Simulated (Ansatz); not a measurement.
Input

```
crystal:
  lattice:
    - [0.0, 3.2060256959, 3.2060256959]
    - [3.2060256959, 0.0, 3.2060256959]
    - [3.2060256959, 3.2060256959, 0.0]
  atoms:
    - { symbol: Ti, position: [0.0, 0.0, 0.0] }
    - { symbol: Ti, position: [0.25, 0.25, 0.25] }
    - { symbol: Ti, position: [0.75, 0.75, 0.75] }
    - { symbol: Si, position: [0.5, 0.5, 0.5] }
hamiltonian:
  xc: r2scan
  pseudopotentials: { kind: paw }
kpoints:
  mp_grid: { grid: [7, 7, 7] }
scf:
  occupations: { method: fermi_dirac, width: 0.05 }
output:
  forces: true
  stress: true
  eigenvalues: true
  write_density: true
  write_potential: true
  elf: true
  volumetric_format: npy
```

Launched as:

```sh
ansatz run input.yaml --threads 2 --pin off --max-ram 5632MiB --backend cpu --events-out ev --progress --plain --runs-dir out
```

Below, planes, directions and counts refer to the conventional cell (a = 6.41 Å, b = 6.41 Å, c = 6.41 Å, α = 90.00°, β = 90.00°, γ = 90.00°).

Space group Fm-3m; a structure from a database of computed crystals, not necessarily the ambient phase; computed pressure about −9 GPa in this cell.

All numbers below come from Kohn-Sham DFT of a periodic cell, r2SCAN, Ansatz PAW (Ansatz 0.2.0).

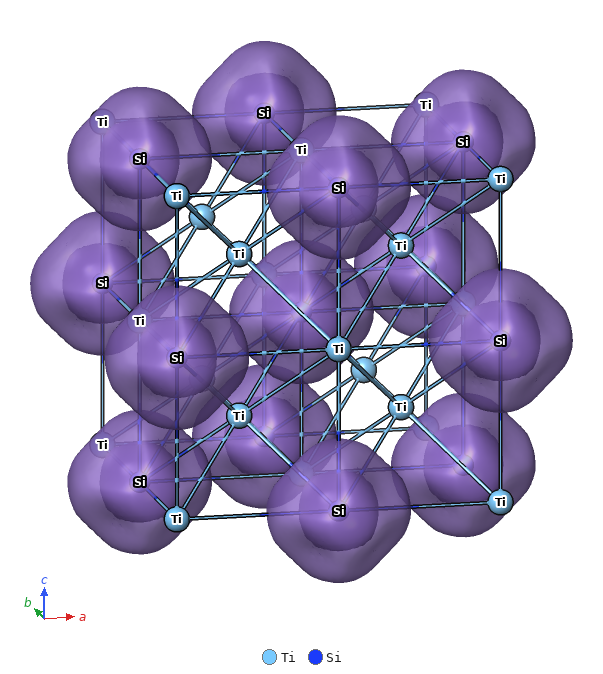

Ti$_{3}$Si. Isosurface of the electron localisation function at 0.65 (purple), seen slightly off an axis. Core shells and regions of very low density are left out. Sticks mark near contacts.

In a PAW calculation such maps are meaningful between the atoms, not at the nuclei.

Question: What do the ELF domains correspond to?

Answer: The surface consists of four regions wrapped around Si (the valence shell of each), counted in one cell of 16 atoms. Any copies at cell faces, edges or corners count once. Profiles from the grid: Ti–Ti (2.78 Å): the ELF is about 0.20 at the midpoint: no localised pair shows between them. Ti–Si (2.78 Å): the ELF peaks at about 0.70 in the valence shell of Si, 1.0 Å from its nucleus, and is about 0.35 at the midpoint.

Question: Metal or insulator at this level of theory?

Answer: It is gapless in this calculation (a metal or semimetal).
